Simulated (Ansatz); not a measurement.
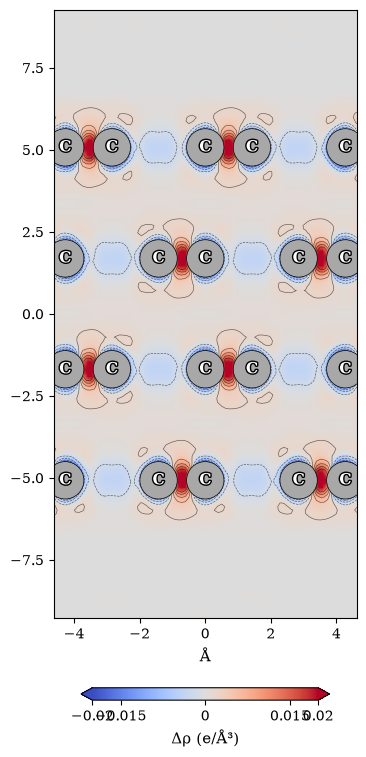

C (slab). Difference of the valence pseudo-densities of two functionals at the same geometry, on the (110) plane of the calculation cell, a cut from vacuum to vacuum: one of PBE and r2SCAN less the other.

Both computed with Ansatz (plane waves, PAW), on the same k-point mesh. Grey discs cover the atomic cores.

Q: Which was subtracted from which, and what does the map show?

A: It is r2SCAN less PBE. Against PBE, r2SCAN gives more density around C (+0.006 e/Å³ on average at 0.8 Å from the nucleus) and a change of +0.029 e/Å³ at the midpoint of C–C.
